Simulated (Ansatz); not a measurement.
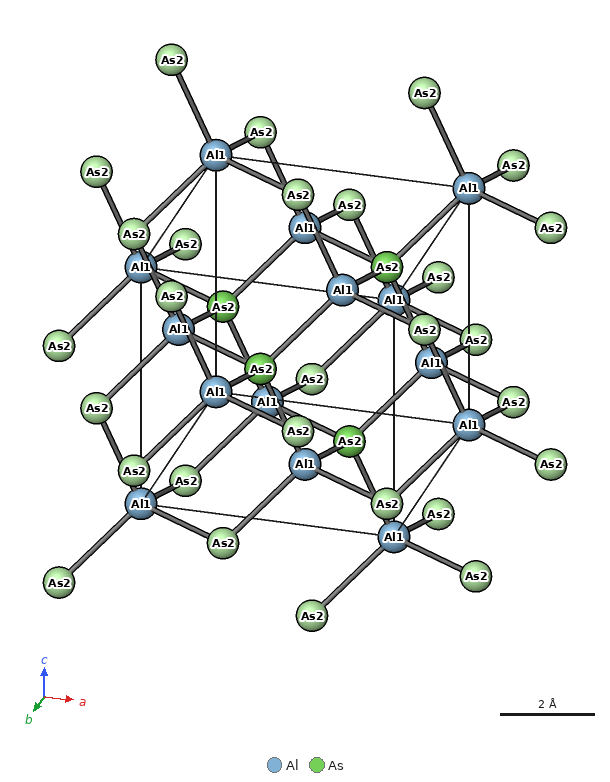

Figure 1. The starting structure (ball-and-stick view of the cell 4 times as large as that of the calculation, set on its symmetry axes, seen at an oblique angle; neighbours outside the cell are drawn fainter; atoms are numbered from 1 in the order of the input).

**Geometry relaxation, with input and output: AlAs**

AlAs (F-43m, 2 atoms in the cell), computed with DFT PBEsol, scalar-relativistic, plane waves, PAW, no spin polarisation (Ansatz 0.2.0).

The structure derives from an entry of the Crystallography Open Database. Figures and captions count atoms from 1; the log counts them from 0 in places.

**The program's output**
```
Engine: ansatz 0.2.0, x86_64-unknown-linux-gnu
Pseudopotentials: kind: paw
Pseudopotential: Al, paw, valence charge 3, recommended cutoff 420 eV (normal), Al.paw.azcp
Pseudopotential: As, paw, valence charge 15, recommended cutoff 420 eV (normal), As.paw.azcp
Functional definition: PBEsol
  exchange = pbesol_x
  correlation = pbesol_c
Crystal: 2 atoms, lattice volume = 45.350 Å³
Basis set: ecut = 420 eV, 893 PW (Γ), exchange–correlation on 54×54×54 points (8 copies of the dense FFT grid, shifted against one another)
Bands: 13, of which v1, the nominal top of the filled ones, is band 9 counted from 1 (8 counted from 0)
Symmetry: 24 space group operations
Space group: F-43m (ITA 216), of the structure as read, at distance tolerance 3.6e-5 Å
k-points: 29 of 512 (time reversal used)
Non-local potential: Al, projectors of the file, l = 0: 2, l = 1: 2, l = 2: 1
Non-local potential: As, projectors of the file, l = 0: 2, l = 1: 2, l = 2: 3, l = 3: 1
PAW form: soft (Blöchl's): semilocal exchange-correlation on the pseudo side does not see the compensation charge
PAW frozen core: Al, regenerated for the run's functional, and the local potential with it (the file was generated under x = pbe(κ = 0.804, μ = 0.2195149727645171), c = pbe(β = 0.06672455060314922))
PAW frozen core: As, regenerated for the run's functional, and the local potential with it (the file was generated under x = pbe(κ = 0.804, μ = 0.2195149727645171), c = pbe(β = 0.06672455060314922))
PAW one-centre angular grid: Al, 110 points (default); XC on 64 Gauss nodes
PAW one-centre angular grid: As, 590 points (default); XC on 64 Gauss nodes
Initial density: superposition of atomic densities (neutral atoms: chi_scale 0, normalization atom), corrected by the library's trained network
Initial wavefunctions: pseudopotential atomic-orbital guess
Functional: x = pbesol(κ = 0.804, μ = 0.12345679012345678), c = pbesol(β = 0.046)
SCF iter   1: F=—  HF=-5338.443234 eV  |F-HF|=—  |Δ(HF+E_count)|=         —  Δρ=2.73e-3  dr2=5.88e-3  ethr=1.77e-3  ⟨swp⟩=6.0  Hψ=2353  notcnv=0
preconditioner: auto → none  [insulator: Δε(μ)=1.292 eV  Ē_g=9.858 eV  σ=0.020 eV  W_gap=1.00  n_scr=14 (ndim 8)  ℏωp=15.6 eV  f_vac=0.006  D(μ)=0.00/eV (n_scr^D=0)  ε∞_Penn≈3.5]
SCF iter   2: F=—  HF=-5338.441566 eV  |F-HF|=—  |Δ(HF+E_count)|=   1.67e-3  Δρ=1.08e-3  dr2=5.40e-4  ethr=3.27e-5  ⟨swp⟩=2.6  Hψ=843  notcnv=0
SCF iter   3: F=—  HF=-5338.441570 eV  |F-HF|=—  |Δ(HF+E_count)|=   3.65e-6  Δρ=3.45e-4  dr2=5.05e-5  ethr=3.00e-6  ⟨swp⟩=1.9  Hψ=485  notcnv=0
SCF iter   4: F=—  HF=-5338.441550 eV  |F-HF|=—  |Δ(HF+E_count)|=   1.98e-5  Δρ=7.98e-5  dr2=1.59e-6  ethr=2.81e-7  ⟨swp⟩=2.6  Hψ=575  notcnv=0
SCF iter   5: F=—  HF=-5338.441551 eV  |F-HF|=—  |Δ(HF+E_count)|=   7.70e-7  Δρ=9.31e-6  dr2=2.28e-8  ethr=8.82e-9  ⟨swp⟩=2.0  Hψ=621  notcnv=0
SCF iter   6: F=-5338.441551 eV  HF=-5338.441551 eV  |F-HF|=4.80e-9  |Δ(HF+E_count)|=   7.01e-8  Δρ=3.18e-6  dr2=2.97e-9  ethr=1.26e-10  ⟨swp⟩=4.0  Hψ=1097  notcnv=0
SCF 1 converged in 6 iterations: F = -5338.441551 eV  dr2 = 2.97e-9
  greatest PAW one-centre occupation: 0.999 electrons in one spin orbital (limit 2), on the As atom at site 1 (counted from 0), in its partial waves of l = 2
relax step   1: F+E_penalty+E_count = -5338.44155080 eV  Δ(F+E_penalty+E_count) = +0.000e0 eV  max|allowed force component| = 9.772e-17 eV/Å  Δτ_max = 0.0000 Å  P = +0.539 GPa  Ω = 45.350 Å³  (6 SCF iters, dr2 threshold 1.00e-7 eV, accepted)
Crystal: 2 atoms, lattice volume = 45.641 Å³
Initial density: handed on by an earlier stage of this run
Initial wavefunctions: those handed on with the density
iter 1 solved again at ethr=3.26e-7 eV; its pass at ethr=3.10e-3 eV (dr2=5.87e-5 eV) is discarded
SCF iter   1: F=—  HF=-5338.442094 eV  |F-HF|=—  |Δ(HF+E_count)|=         —  Δρ=2.78e-4  dr2=5.56e-5  ethr=3.26e-7  ⟨swp⟩=2.1  Hψ=2494  notcnv=0
preconditioner: auto → none  [insulator: Δε(μ)=1.338 eV  Ē_g=9.840 eV  σ=0.020 eV  W_gap=1.00  n_scr=14 (ndim 8)  ℏωp=15.5 eV  f_vac=0.002  D(μ)=0.00/eV (n_scr^D=0)  ε∞_Penn≈3.5]
SCF iter   2: F=—  HF=-5338.442050 eV  |F-HF|=—  |Δ(HF+E_count)|=   4.39e-5  Δρ=1.15e-4  dr2=6.63e-6  ethr=3.09e-7  ⟨swp⟩=2.4  Hψ=473  notcnv=0
SCF iter   3: F=—  HF=-5338.442049 eV  |F-HF|=—  |Δ(HF+E_count)|=   1.24e-6  Δρ=2.84e-5  dr2=6.19e-7  ethr=3.68e-8  ⟨swp⟩=2.6  Hψ=635  notcnv=0
SCF iter   4: F=-5338.442049 eV  HF=-5338.442049 eV  |F-HF|=5.89e-9  |Δ(HF+E_count)|=   2.34e-7  Δρ=8.73e-6  dr2=2.16e-8  ethr=1.11e-9  ⟨swp⟩=5.1  Hψ=1745  notcnv=0
SCF 2 converged in 4 iterations: F = -5338.442049 eV  dr2 = 2.16e-8
relax step   2: F+E_penalty+E_count = -5338.44204896 eV  Δ(F+E_penalty+E_count) = -4.982e-4 eV  max|allowed force component| = 3.556e-17 eV/Å  Δτ_max = 0.0000 Å  P = +0.067 GPa  Ω = 45.641 Å³  energy of the carried Pulay correction = -4.949e-5 eV  (4 SCF iters, dr2 threshold 2.00e-7 eV, accepted)
Crystal: 2 atoms, lattice volume = 45.682 Å³
iter 1 solved again at ethr=6.67e-9 eV; its pass at ethr=3.10e-3 eV (dr2=1.20e-6 eV) is discarded
SCF iter   1: F=—  HF=-5338.442080 eV  |F-HF|=—  |Δ(HF+E_count)|=         —  Δρ=4.14e-5  dr2=1.16e-6  ethr=6.67e-9  ⟨swp⟩=2.1  Hψ=2492  notcnv=0
preconditioner: auto → none  [insulator: Δε(μ)=1.343 eV  Ē_g=9.836 eV  σ=0.020 eV  W_gap=1.00  n_scr=14 (ndim 8)  ℏωp=15.5 eV  f_vac=0.001  D(μ)=0.00/eV (n_scr^D=0)  ε∞_Penn≈3.5]
SCF iter   2: F=—  HF=-5338.442051 eV  |F-HF|=—  |Δ(HF+E_count)|=   2.92e-5  Δρ=1.90e-5  dr2=1.66e-7  ethr=6.42e-9  ⟨swp⟩=2.4  Hψ=485  notcnv=0
SCF iter   3: F=—  HF=-5338.442051 eV  |F-HF|=—  |Δ(HF+E_count)|=   7.30e-9  Δρ=4.49e-6  dr2=1.60e-8  ethr=9.24e-10  ⟨swp⟩=2.5  Hψ=634  notcnv=0
SCF iter   4: F=-5338.442051 eV  HF=-5338.442051 eV  |F-HF|=2.16e-10  |Δ(HF+E_count)|=   5.98e-9  Δρ=1.31e-6  dr2=4.74e-10  ethr=6.20e-11  ⟨swp⟩=4.0  Hψ=1131  notcnv=0
SCF 3 converged in 4 iterations: F = -5338.442051 eV  dr2 = 4.74e-10
relax step   3: F+E_penalty+E_count = -5338.44205073 eV  Δ(F+E_penalty+E_count) = -1.764e-6 eV  max|allowed force component| = 5.367e-17 eV/Å  Δτ_max = 0.0000 Å  P = +0.001 GPa  Ω = 45.682 Å³  energy of the carried Pulay correction = -5.651e-5 eV  (4 SCF iters, dr2 threshold 1.12e-8 eV, accepted)
Initial wavefunctions: pseudopotential atomic-orbital guess (no wavefunctions were taken with the density)
iter 1 solved again at ethr=1.41e-7 eV; its pass at ethr=3.10e-3 eV (dr2=2.53e-5 eV) is discarded
SCF iter   1: F=—  HF=-5338.442135 eV  |F-HF|=—  |Δ(HF+E_count)|=         —  Δρ=4.20e-6  dr2=2.01e-9  ethr=1.41e-7  ⟨swp⟩=2.7  Hψ=3249  notcnv=0
eigensolver tolerance schedule: the retry pair's looser diagonalisation over-reported the residual by 12618.04 of it (diagonalisation noise at 1.34 of the residual, at the tolerance the schedule requests for it); recorded, not acted on — ethr = c·dr2/N_el stays at c = 1.0e-1
SCF iter   2: F=—  HF=-5338.442105 eV  |F-HF|=—  |Δ(HF+E_count)|=   3.00e-5  Δρ=2.39e-6  dr2=8.08e-10  ethr=1.12e-11  ⟨swp⟩=2.7  Hψ=689  notcnv=0
SCF iter   3: F=—  HF=-5338.442105 eV  |F-HF|=—  |Δ(HF+E_count)|=   1.52e-9  Δρ=6.76e-7  dr2=6.18e-11  ethr=4.49e-12  ⟨swp⟩=2.2  Hψ=458  notcnv=0
SCF iter   4: F=-5338.442105 eV  HF=-5338.442105 eV  |F-HF|=1.82e-12  |Δ(HF+E_count)|=  1.65e-10  Δρ=9.48e-8  dr2=2.19e-12  ethr=1.00e-12  ⟨swp⟩=5.1  Hψ=1413  notcnv=0
SCF 4 converged in 4 iterations: F = -5338.442105 eV  dr2 = 2.19e-12
relax step   4: F+E_penalty+E_count = -5338.44210454 eV  Δ(F+E_penalty+E_count) = -5.382e-5 eV  max|allowed force component| = 2.902e-17 eV/Å  Δτ_max = 0.0000 Å  P = +0.003 GPa  Ω = 45.682 Å³  stress off target by 2.91e-3 GPa  SCF on the basis re-selected at this cell (its energy is not comparable with the rows above)  (4 SCF iters)
```

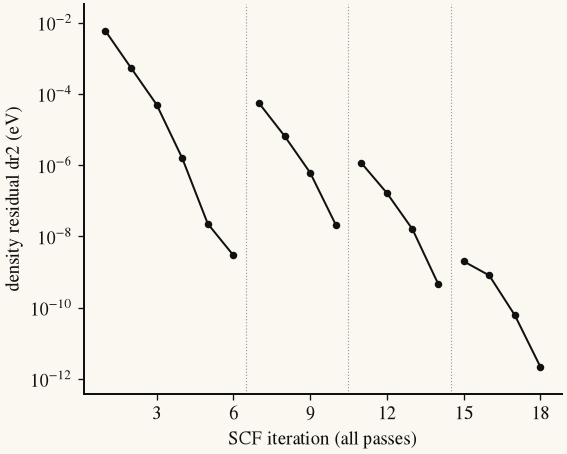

Figure 2. Convergence of the self-consistent field: density residual dr2 against the SCF iteration. The dotted lines part the SCF passes of the relaxation: geometry steps, rejected trials and re-solves on a re-selected basis. The passes take 6, 4, 4 and 4 iterations.

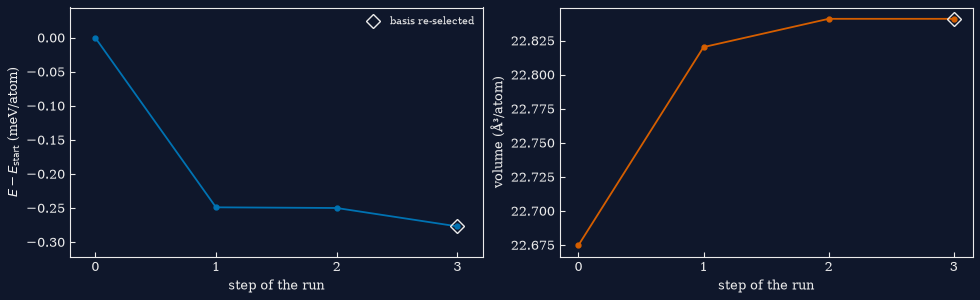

Figure 3. Progress of the relaxation, step by step (the first geometry is step 0 here and step 1 in the log). The atoms keep their places relative to the cell (all moves are under 0.005 Å). Cell: a = b = c 5.661 → 5.675 Å (+0.2 %). Volume +0.7 %. Among the contacts that change: Al1–As2 2.451 → 2.457 Å. The space group stays F-43m (No. 216). Over 2 geometry steps the energy falls by 0.3 meV per atom. All forces vanish by symmetry, so only the cell relaxes. Pressure: 0.54 GPa at the start and 0.00 GPa at the end. A last SCF at the same geometry on a re-selected plane-wave basis shifts the energy by next to nothing (0.0 meV per atom). (Atoms are counted from 1 in the order of the input.)

```
basis re-selected at this cell: Δ(F+E_penalty+E_count) = -5.382e-5 eV, ΔP = +0.002 GPa vs the last step (what re-selecting the basis moved, of the pressure what is left beyond the Pulay correction that the steps carried, after the strain that the cell walked since its last selection, with what the two solves' SCF thresholds leave and, on support functions, any second-order correction that the steps lacked; it is no measure of the basis error at this ecutwfc). This SCF's stress stands 2.91e-3 GPa from its target on what of the cell is left free (relax.cell.stress_tol is 5.00e-2 GPa) and its largest allowed force component is 2.90e-17 eV/Å (relax.f_tol is 5.00e-3 eV/Å): within both
SCF converged after 4 iterations
Free energy (F): -5338.442105 eV
Harris-Foulkes:  -5338.442105 eV  (|F-HF|=1.82e-12)
Internal energy: -5338.442105 eV  (E = F + TS)
E sigma→0 (E₀):  -5338.442105 eV
Fermi energy:    6.864895 eV
--- Per-component energies (eV) ---
  E_band       = -269.802256
  E_kinetic    = 126.533373
  E_local      = -2121.635889  (includes V_loc(G=0)·N_el)
  E_nonlocal   = -657.652149
  E_hartree    = 1132.300222
  E_xc         = -117.929623
  E_vxc        = -108.268577  (∫ρ·V_xc dr)
  E_paw        = -2248.248302  (= ΣΔE_a)
  E_vpaw       = 226.620500  (= ΣTr[D̂ρ^β])
  E_aug_tail   = 0.000005  (compensation charges beyond the density's cutoff)
  E_ewald      = -1452.795310
  E_core_change = 0.985568  (= ΣΔE_core)
  E_smearing   = -0.000000  (= −TS)
  E_closure    = 0.000000  (closes the sum)
  Σ components = -5338.442105   (vs F -5338.442105, Δ=0.00e0)
--- Forces (eV/Å), atoms counted from 1 ---
  atom   1  Al    -0.00000000     0.00000000     0.00000000
  atom   2  As     0.00000000     0.00000000    -0.00000000
  max |Σ_I F_I| component: 5.30e-17 eV/Å
--- Stress (GPa, compression-positive) ---
        0.002915       0.000000       0.000000
        0.000000       0.002915       0.000000
        0.000000       0.000000       0.002915
  P = ⅓ Tr σ = 0.0029 GPa (0.029 kbar)
--- Band table (eV; the first three rows and the last of 29) ---
  k-point 0: bands = ["-28.2109", "-28.2109", "-28.2109", "-28.2002", "-28.2002", "-5.6534", "6.1934", "6.1934", "6.1934", "8.0989", "10.4549", "10.4549", "10.4549"]
  k-point 1: bands = ["-28.2109", "-28.2108", "-28.2108", "-28.2002", "-28.2002", "-5.5019", "4.7507", "6.0337", "6.0337", "8.8784", "10.7347", "10.7347", "10.8267"]
  k-point 2: bands = ["-28.2108", "-28.2105", "-28.2105", "-28.2002", "-28.2002", "-5.0815", "2.8018", "5.7187", "5.7187", "8.7199", "11.0695", "11.0695", "12.5262"]
  k-point 28: bands = ["-28.2106", "-28.2102", "-28.2091", "-28.2004", "-28.1997", "-3.6774", "1.1341", "3.0149", "3.3692", "10.4265", "11.7788", "11.8181", "12.1690"]
--- Relaxed structure (3 steps of the walk, 3 accepted, 1 SCFs on fresh bases) ---
  F+E_penalty+E_count = -5338.44210454 eV   max|allowed force component| = 2.902e-17 eV/Å   (the final SCF, on the basis selected at the relaxed cell)
  cell:  # Å, volume = 45.6820 Å³
    - [6.178138589885904e-34, 2.8372982424262587, 2.8372982424262587]
    - [2.8372982424262587, 5.808724117500973e-33, 2.8372982424262587]
    - [2.8372982424262587, 2.8372982424262587, 4.1845742820155036e-33]
  atoms:
    - { symbol: Al, position: [6.085016168417162e-34, -6.3330948706822765e-34, -6.595349498791112e-34] }
    - { symbol: As, position: [0.75, 0.75, 0.75] }
```

**Trajectory as extended XYZ (Å, eV, eV/Å), 4 frames, from step=1 to step=4**
```
2
Lattice="0.0000 2.8304 2.8304 2.8304 0.0000 2.8304 2.8304 2.8304 0.0000" Properties=species:S:1:pos:R:3:forces:R:3 step=1 energy=-5338.44155 pressure_GPa=0.54
Al    0.0000    0.0000    0.0000    0.0000   0.0000   0.0000
As    4.2456    4.2456    4.2456    0.0000   0.0000   0.0000
2
Lattice="0.0000 2.8364 2.8364 2.8364 0.0000 2.8364 2.8364 2.8364 0.0000" Properties=species:S:1:pos:R:3:forces:R:3 step=2 energy=-5338.44205 pressure_GPa=0.07
Al    0.0000    0.0000    0.0000    0.0000   0.0000   0.0000
As    4.2547    4.2547    4.2547    0.0000   0.0000   0.0000
2
Lattice="0.0000 2.8373 2.8373 2.8373 0.0000 2.8373 2.8373 2.8373 0.0000" Properties=species:S:1:pos:R:3:forces:R:3 step=3 energy=-5338.44205 pressure_GPa=0.00
Al    0.0000    0.0000    0.0000    0.0000   0.0000   0.0000
As    4.2559    4.2559    4.2559    0.0000   0.0000   0.0000
2
Lattice="0.0000 2.8373 2.8373 2.8373 0.0000 2.8373 2.8373 2.8373 0.0000" Properties=species:S:1:pos:R:3:forces:R:3 step=4 energy=-5338.44211 pressure_GPa=0.00
Al    0.0000    0.0000    0.0000    0.0000   0.0000   0.0000
As    4.2559    4.2559    4.2559    0.0000   0.0000   0.0000
```

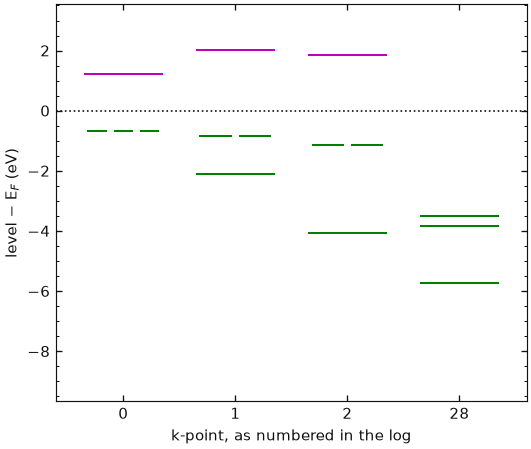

Figure 4. Kohn–Sham levels near the Fermi level (dotted) at the few k-points that the log prints; levels within 0.02 eV of each other stand side by side. Among these points the highest filled and lowest empty levels are 1.91 eV apart; the gap on the full mesh, 1.34 eV, has an edge at a point that isn't printed.

This output came from the following input.

**Input file**
```yaml
crystal:
  lattice:
    - [0.0, 2.8304, 2.8304]
    - [2.8304, 0.0, 2.8304]
    - [2.8304, 2.8304, 0.0]
  atoms:
    - { symbol: Al, position: [0.0, 0.0, 0.0] }
    - { symbol: As, position: [0.75, 0.75, 0.75] }
basis:
  ecutwfc: 420
kpoints:
  mp_grid: { grid: [8, 8, 8] }
hamiltonian:
  xc: pbesol
scf:
  occupations: { method: gaussian, width: 0.02 }
output:
  forces: true
  stress: true
  eigenvalues: true
relax:
  adjacent_minimum: "off"
  f_tol: 0.005
  max_steps: 80
  cell: { stress_tol: 0.05 }
```

Command:
```bash
ansatz run input.yaml --threads 1 --pin off --max-ram 3072MiB --backend cpu --events-out ev --progress --plain --runs-dir out
```

**Results in brief**

| quantity | value |
| --- | --- |
| outcome | converged |
| space group (tolerance 0.01 Å) | F-43m (216) |
| electrons treated | 18 |
| free energy | −5338.4421 eV |
| Fermi energy | 6.865 eV |
| gap on the k-point mesh | 1.34 eV |
| pressure | 0.00 GPa |
| final volume | 45.68 Å³ |
| largest force (length of the vector) at the end | under 0.001 eV/Å |
| final cell | a = 4.013 Å, b = 4.013 Å, c = 4.013 Å, α = 60.00°, β = 60.00°, γ = 60.00° |
| hardware | 1 thread of Intel Xeon @ 2.50GHz (Skylake/Cascade Lake), 189 GiB of memory available, shared host |
| wall time | 28 s (CPU time 16 s; the host was busy) |
| peak memory | 0.34 GiB |
